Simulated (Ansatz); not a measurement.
# Single-point calculation, with input and output: GaN (part 1 of 2)

- system: GaN (slab, 24 atoms in the cell)
- method: DFT PBE, scalar-relativistic, plane waves, PAW, no spin polarisation (Ansatz 0.2.0)

The structure derives from an entry of the Crystallography Open Database. It belongs to a series of runs on one base structure; here: the substrate alone at its places in the stack. Figures and captions count atoms from 1; the log counts them from 0 in places.

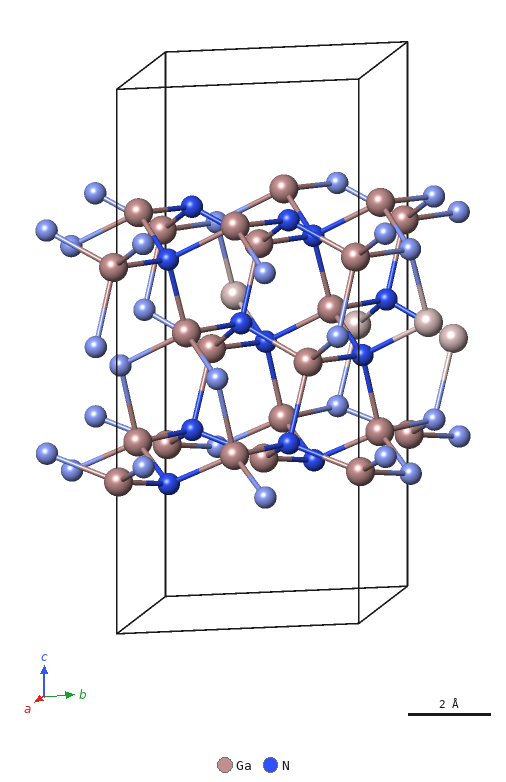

Figure 1. The structure as given in the input (ball-and-stick view of the cell of the calculation, with the vacuum cut short, seen slightly off an axis; neighbours outside the cell are drawn fainter). An atom can appear more than once, as a periodic image.

Input:
```yaml
crystal:
  lattice:
    - [6.1520446487, 0.0, 0.0]
    - [-2.7846163105, 5.4857602356, 0.0]
    - [0.0, 0.0, 28.0535102511]
  atoms:
    - { symbol: Ga, position: [-0.0060046138, 1.0060046138, 0.2764721464] }
    - { symbol: Ga, position: [0.4939953862, 0.5060046138, 0.2764721464] }
    - { symbol: "N", position: [0.8213009863, 0.1786990137, 0.2673578668] }
    - { symbol: "N", position: [0.3213009863, 0.6786990137, 0.2673578668] }
    - { symbol: Ga, position: [0.5115235993, 0.9884764007, 0.2959668195] }
    - { symbol: Ga, position: [0.0115235993, 0.4884764007, 0.2959668195] }
    - { symbol: "N", position: [0.3238148043, 0.1761851957, 0.2987798185] }
    - { symbol: "N", position: [0.8238148043, 0.6761851957, 0.2987798185] }
    - { symbol: Ga, position: [0.7581746573, 0.7418253427, 0.3676718141] }
    - { symbol: Ga, position: [0.2581746573, 0.2418253427, 0.3676718141] }
    - { symbol: "N", position: [0.5710361978, 0.9289638022, 0.3660414711] }
    - { symbol: "N", position: [0.0710361978, 0.4289638022, 0.3660414711] }
    - { symbol: Ga, position: [0.2604102335, 0.7395897665, 0.3982000339] }
    - { symbol: Ga, position: [0.7604102335, 0.2395897665, 0.3982000339] }
    - { symbol: "N", position: [0.0721199829, 0.9278800171, 0.3987592203] }
    - { symbol: "N", position: [0.5721199829, 0.4278800171, 0.3987592203] }
    - { symbol: Ga, position: [0.5112865478, 0.4887134522, 0.466385487] }
    - { symbol: Ga, position: [0.0112865478, 0.9887134522, 0.466385487] }
    - { symbol: "N", position: [0.3238833648, 0.6761166352, 0.4654910994] }
    - { symbol: "N", position: [0.8238833648, 0.1761166352, 0.4654910994] }
    - { symbol: Ga, position: [0.008886376, 0.491113624, 0.4982011987] }
    - { symbol: Ga, position: [0.508886376, 0.991113624, 0.4982011987] }
    - { symbol: "N", position: [0.8251770204, 0.6748229796, 0.4957114588] }
    - { symbol: "N", position: [0.3251770204, 0.1748229796, 0.4957114588] }
basis:
  ecutwfc: 420
kpoints:
  mp_grid: { grid: [7, 7, 1] }
hamiltonian:
  xc: pbe
scf:
  occupations: { method: gaussian, width: 0.1 }
output:
  forces: true
  stress: true
  eigenvalues: true
  write_density: true
  write_potential: true
  elf: true
  volumetric_format: npy
efield:
  axis: 3
  dipole_correction: true
  ramp_width: 0.04
```

Launch command:
```bash
ansatz run input.yaml --threads 8 --pin off --max-ram 20480MiB --backend cpu --events-out ev --progress --plain --runs-dir out
```

Log:
```
Engine: ansatz 0.2.0, aarch64-unknown-linux-gnu
Pseudopotentials: kind: paw
Pseudopotential: Ga, paw, valence charge 13, recommended cutoff 420 eV (normal), Ga.paw.azcp
Pseudopotential: N, paw, valence charge 5, recommended cutoff 420 eV (normal), N.paw.azcp
Functional definition: PBE
  parameter kappa = 0.804
  parameter beta = 0.06672455060314922
  exchange = pbe_x(kappa = kappa, mu = beta*pi^2/3)
  correlation = pbe_c(beta = beta)
Crystal: 24 atoms, lattice volume = 946.768 Å³
Basis set: ecut = 420 eV, 18543 PW (Γ), exchange–correlation on 90×90×384 points (8 copies of the dense FFT grid, shifted against one another)
Bands: 132, of which v1, the nominal top of the filled ones, is band 108 counted from 1 (107 counted from 0)
Symmetry: 4 space group operations
Space group: Pm (ITA 6), of the structure as read, at distance tolerance 9.8e-5 Å
k-points: 16 of 49 (time reversal used)
Non-local potential: Ga, projectors of the file, l = 0: 2, l = 1: 2, l = 2: 3, l = 3: 1
Non-local potential: N, projectors of the file, l = 0: 2, l = 1: 2, l = 2: 1
PAW form: soft (Blöchl's): semilocal exchange-correlation on the pseudo side does not see the compensation charge
PAW one-centre angular grid: Ga, 590 points (default); XC on 64 Gauss nodes
PAW one-centre angular grid: N, 110 points (default); XC on 64 Gauss nodes
Initial density: superposition of atomic densities (neutral atoms: chi_scale 0, normalization atom), corrected by the library's trained network
Initial wavefunctions: pseudopotential atomic-orbital guess
Functional: x = pbe(κ = 0.804, μ = 0.2195149727645171), c = pbe(β = 0.06672455060314922)
SCF iter   1: F=—  HF=-50007.768531 eV  |F-HF|=—  |Δ(HF+E_count)|=         —  Δρ=2.05e-3  dr2=1.41e-1  ethr=1.77e-3  p=0.043 e·Å  D=8.27e-3 V/Å  ΔV_dip=-0.23 eV  dr2_dipole=1.59e-3  V_vac-E_F(+/−)=4.43/4.66 eV  ⟨swp⟩=6.4  Hψ=8527  notcnv=0  defer=159
efield: sawtooth ramp at fractional position 0.8628 (placed from the atoms, in the widest stretch of the axis that holds none; the zero of the levels goes with the place), width 0.0400; the density the first Hamiltonian is built on has a dipole p = 0.043 e·Å; the dipole correction subtracts the counter field D = 8.27e-3 V/Å, which shifts the + side's vacuum level by -0.23 eV against the − side's; the planar-averaged density in the ramp window peaks in size at 7.3e-6 e/Å³
preconditioner: auto → Resta (q_TF=auto, 2.133 Å⁻¹)  ε∞=2.3  [insulator: Δε(μ)=0.782 eV  Ē_g=15.289 eV  σ=0.100 eV  W_gap=1.00  n_scr=150 (ndim 8)  ℏωp=17.7 eV  f_vac=0.663  D(μ)=0.00/eV (n_scr^D=0)  ε∞_Penn≈2.3  vacuum switching on, ρ_ref=1.7e-2 e/Å³]
SCF iter   2: F=—  HF=-50007.756136 eV  |F-HF|=—  |Δ(HF+E_count)|=   1.24e-2  Δρ=1.22e-3  dr2=1.83e-2  ethr=6.54e-5  p=0.075 e·Å  D=1.43e-2 V/Å  ΔV_dip=-0.40 eV  dr2_dipole=9.83e-5  V_vac-E_F(+/−)=4.61/5.01 eV  ⟨swp⟩=2.0  Hψ=3033  notcnv=0  defer=246
SCF iter   3: F=—  HF=-50007.754934 eV  |F-HF|=—  |Δ(HF+E_count)|=   1.20e-3  Δρ=4.96e-4  dr2=1.96e-3  ethr=8.47e-6  p=0.071 e·Å  D=1.36e-2 V/Å  ΔV_dip=-0.38 eV  dr2_dipole=5.49e-5  V_vac-E_F(+/−)=4.60/4.98 eV  ⟨swp⟩=2.0  Hψ=2850  notcnv=0  defer=246
SCF iter   4: F=—  HF=-50007.755764 eV  |F-HF|=—  |Δ(HF+E_count)|=   8.30e-4  Δρ=2.54e-4  dr2=6.45e-4  ethr=9.09e-7  p=0.078 e·Å  D=1.48e-2 V/Å  ΔV_dip=-0.42 eV  dr2_dipole=3.76e-5  V_vac-E_F(+/−)=4.61/5.02 eV  ⟨swp⟩=2.4  Hψ=3484  notcnv=0  defer=246
SCF iter   5: F=—  HF=-50007.756086 eV  |F-HF|=—  |Δ(HF+E_count)|=   3.22e-4  Δρ=1.02e-4  dr2=1.56e-4  ethr=2.99e-7  p=0.074 e·Å  D=1.42e-2 V/Å  ΔV_dip=-0.40 eV  dr2_dipole=2.08e-5  V_vac-E_F(+/−)=4.63/5.03 eV  ⟨swp⟩=3.0  Hψ=2673  notcnv=0  defer=246
SCF iter   6: F=—  HF=-50007.756108 eV  |F-HF|=—  |Δ(HF+E_count)|=   2.22e-5  Δρ=3.19e-5  dr2=9.94e-6  ethr=7.22e-8  p=0.077 e·Å  D=1.46e-2 V/Å  ΔV_dip=-0.41 eV  dr2_dipole=1.21e-7  V_vac-E_F(+/−)=4.63/5.04 eV  ⟨swp⟩=2.2  Hψ=3376  notcnv=0  defer=246
SCF iter   7: F=—  HF=-50007.756176 eV  |F-HF|=—  |Δ(HF+E_count)|=   6.81e-5  Δρ=1.85e-5  dr2=3.47e-6  ethr=4.60e-9  p=0.076 e·Å  D=1.46e-2 V/Å  ΔV_dip=-0.41 eV  dr2_dipole=2.29e-9  V_vac-E_F(+/−)=4.63/5.04 eV  ⟨swp⟩=2.9  Hψ=3523  notcnv=0  defer=257
SCF iter   8: F=—  HF=-50007.756177 eV  |F-HF|=—  |Δ(HF+E_count)|=   1.17e-6  Δρ=6.73e-6  dr2=3.82e-7  ethr=1.60e-9  p=0.076 e·Å  D=1.46e-2 V/Å  ΔV_dip=-0.41 eV  dr2_dipole=1.36e-8  V_vac-E_F(+/−)=4.63/5.04 eV  ⟨swp⟩=2.0  Hψ=3379  notcnv=0  defer=257
SCF iter   9: F=-50007.756178 eV  HF=-50007.756178 eV  |F-HF|=3.38e-8  |Δ(HF+E_count)|=   4.94e-7  Δρ=2.03e-6  dr2=4.18e-8  ethr=4.63e-11  p=0.076 e·Å  D=1.46e-2 V/Å  ΔV_dip=-0.41 eV  dr2_dipole=3.05e-9  V_vac-E_F(+/−)=4.63/5.04 eV  ⟨swp⟩=24.8  Hψ=20302  notcnv=0
SCF 1 converged in 9 iterations: F = -50007.756178 eV  dr2 = 4.18e-8
  greatest PAW one-centre occupation: 0.996 electrons in one spin orbital (limit 2), on the Ga atom at site 5 (counted from 0), in its partial waves of l = 2
```

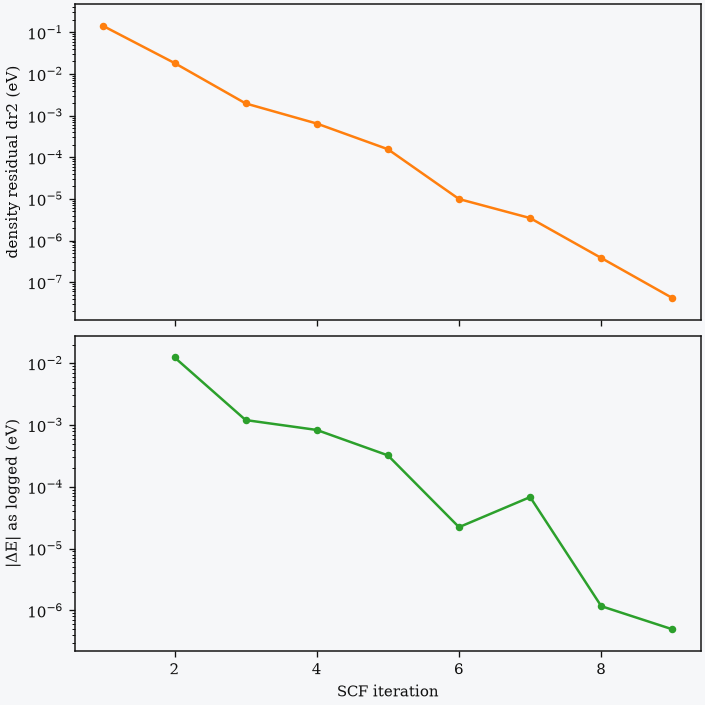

Figure 2. Convergence of the self-consistent field: density residual dr2 and size of the energy change against the SCF iteration. The residual falls at every step.

```
WARN: The output density's exchange-correlation potential varies sharply where the density is thin. Do not read a vacuum level from v_tot or v_xc, or from such a field of the output density. On a cell that repeats whose density bears no net charge and no dipole along the vacuum's axis use v_es (v_loc + v_h of the components); under efield.dipole_correction with no amplitude use v_es + v_field, which holds any external_charges[].barrier, or the levels of the report's work_function block, which leave it out; under a non-zero efield.amplitude the vacuum is tilted and has no level; on a cell that repeats and bears such a dipole with no correction it is tilted too, and efield.dipole_correction with no amplitude gives each side of its ramp a level where efield: is served; in a cell that repeats whose density bears a net charge (total_charge, or a fill off its count) it is curved and has none; of a slab under crystal.periodic whose density bears no net charge use v_es, which has a level on each side, short of where the two are joined; of another it falls or rises all the way out and has none; of a slab beside external_charges read slab_vacuum_level instead, which it has where they leave it neutral. The grid or the basis barely resolves most such structure, and the values can differ between equally converged runs; as a rule a tighter scf.convergence.dr2_threshold does not remove it. Where the density itself ripples (under the LDA too) a higher basis.ecutwfc lessens it. The files hold the spikes' plane waves up to the density's cutoff. Files: v_tot_of_output_density and the like, and their columns of v_z.tsv (output.write_potential); v_xc_of_output_density and the like, and their columns of v_comp_z.tsv (output.write_potential_components). Measured: with its Gaussian average of σ = 0.25 Å subtracted twice, the exchange-correlation potential is over 0.1 eV at 222 of the grid points where the equally averaged density (valence and model cores) is under 1e-3 e/Å³, and 0.277 eV at the most among them, at an averaged density of 2.9e-7 e/Å³. See output.write_potential in the manual, Limitations
SCF converged after 9 iterations
Free energy (F): -50007.756178 eV
Harris-Foulkes:  -50007.756178 eV  (|F-HF|=3.38e-8)
Internal energy: -50007.756178 eV  (E = F + TS)
E sigma→0 (E₀):  -50007.756178 eV
Fermi energy:    -0.467427 eV
Dipole field:    D = 0.014561 V/Å  (p = 0.076187 e·Å, saw-weighted, corrected)
Work function:   Φ+ = 4.6341 eV   Φ− = 5.0426 eV
Levels:          The Fermi level and band energies are counted from a zero that moves with the ramp; work functions are not
--- Per-component energies (eV) ---
  E_band       = -2368.728439
  E_kinetic    = 2939.511373
  E_local      = -322313.007181  (includes V_loc(G=0)·N_el)
  E_nonlocal   = 5685.999397
  E_hartree    = 159074.618207
  E_xc         = -1536.362646
  E_vxc        = -1596.249163  (∫ρ·V_xc dr)
  E_paw        = -25434.688243  (= ΣΔE_a)
  E_vpaw       = -5234.174075  (= ΣTr[D̂ρ^β])
  E_aug_tail   = 0.000315  (compensation charges beyond the density's cutoff)
  E_efield     = 0.000555  (sawtooth field / dipole correction)
  E_vefield    = -0.046425  (∫n·V_field dr)
  E_ewald      = 131576.172046
  E_smearing   = -0.000000  (= −TS)
  E_closure    = -0.000000  (closes the sum)
  Σ components = -50007.756178   (vs F -50007.756178, Δ=0.00e0)
--- Forces (eV/Å), atoms counted from 1 ---
  atom   1  Ga     0.05087350    -0.03122865     0.03881090
  atom   2  Ga     0.05087350    -0.03122865     0.03881090
  atom   3  N     -0.01039857     0.00638315     0.01551154
  atom   4  N     -0.01039857     0.00638315     0.01551154
  atom   5  Ga    -0.04833046     0.02966761    -0.02013525
  atom   6  Ga    -0.04833046     0.02966761    -0.02013525
  atom   7  N     -0.01030207     0.00632392    -0.08664297
  atom   8  N     -0.01030207     0.00632392    -0.08664297
  atom   9  Ga     0.14930699    -0.09165194     0.10834131
  atom  10  Ga     0.14930699    -0.09165194     0.10834131
  atom  11  N      0.00948247    -0.00582081     0.12886375
  atom  12  N      0.00948247    -0.00582081     0.12886375
  atom  13  Ga    -0.30678409     0.18831910    -0.12698563
  atom  14  Ga    -0.30678409     0.18831910    -0.12698563
  atom  15  N     -0.04339968     0.02664085    -0.37403173
  atom  16  N     -0.04339968     0.02664085    -0.37403173
  atom  17  Ga     0.75134382    -0.46121164     0.79853639
  atom  18  Ga     0.75134382    -0.46121164     0.79853639
  atom  19  N      0.21496227    -0.13195437     1.11957961
  atom  20  N      0.21496227    -0.13195437     1.11957961
  atom  21  Ga    -1.31071464     0.80458085    -1.76018130
  atom  22  Ga    -1.31071464     0.80458085    -1.76018130
  atom  23  N      0.55396908    -0.34005336     0.15835521
  atom  24  N      0.55396908    -0.34005336     0.15835521
  max |Σ_I F_I| component: 4.37e-5 eV/Å
--- Stress (GPa, compression-positive) ---
       -0.162849       0.428971      -0.143490
        0.428971       0.272649       0.088081
       -0.143491       0.088082      -0.327817
  P = ⅓ Tr σ = -0.0727 GPa (-0.727 kbar)
--- Band table (eV; the first three rows and the last of 16) ---
```
